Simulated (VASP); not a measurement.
# Rh (slab): what the fields show

```
Rh
1.0
     3.86690    0.00000    0.00000
    -1.93345   10.04650    0.00000
     0.00000    0.00000   38.07204
Rh
20
Direct
  0.66667 0.33333 0.42840
  0.06667 0.13333 0.42840
  0.46667 0.93333 0.42840
  0.86667 0.73333 0.42840
  0.26667 0.53333 0.42840
  0.56667 0.13333 0.47498
  0.96667 0.93333 0.47498
  0.36667 0.73333 0.47498
  0.76667 0.53333 0.47498
  0.16667 0.33333 0.47498
  0.46667 0.93333 0.52501
  0.86667 0.73333 0.52501
  0.26667 0.53333 0.52501
  0.66667 0.33333 0.52501
  0.06667 0.13333 0.52501
  0.36667 0.73333 0.57160
  0.76667 0.53333 0.57160
  0.16667 0.33333 0.57160
  0.56667 0.13333 0.57160
  0.96667 0.93333 0.57160
```

Computed with VASP, Kohn-Sham DFT of a periodic cell, PBE, VASP PAW PBE potentials, recommended.

In a PAW calculation such maps are meaningful between the atoms, not at the nuclei.

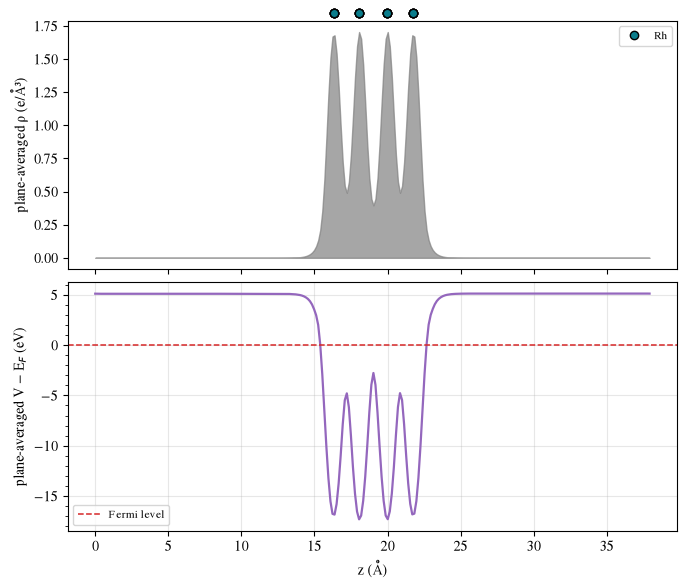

Figure 1. Plane average of the electrostatic potential (local pseudopotential plus Hartree) felt by an electron and of the valence electron density across the slab. Circles mark the heights of the atoms.

How far above the Fermi level of the calculation is the vacuum level?

5.1 eV.

How thick is the slab, and how wide the vacuum?

The outermost nuclei are 5.5 Å apart, in 4 atomic planes; the vacuum between periodic images is 32.6 Å wide.

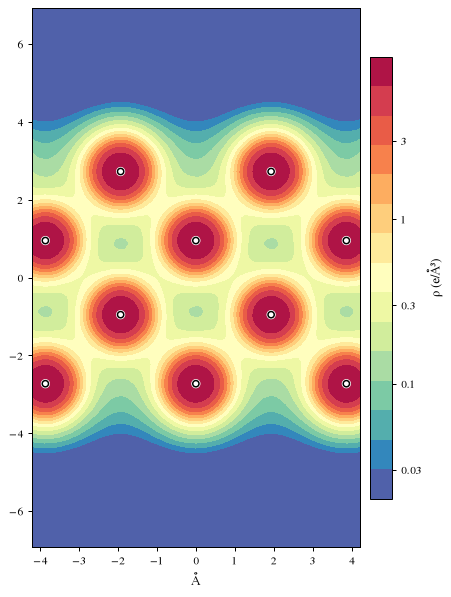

Figure 2. Valence electron density on the (010) plane of the calculation cell, a cut from vacuum to vacuum. Circles mark the nuclei in the plane (Rh).

What does the map show?

The plane passes through Rh nuclei.
Rh–Rh (2.62 Å): ρ is about 0.41 e/Å³ halfway.
The density dies away to nearly zero in the vacuum.
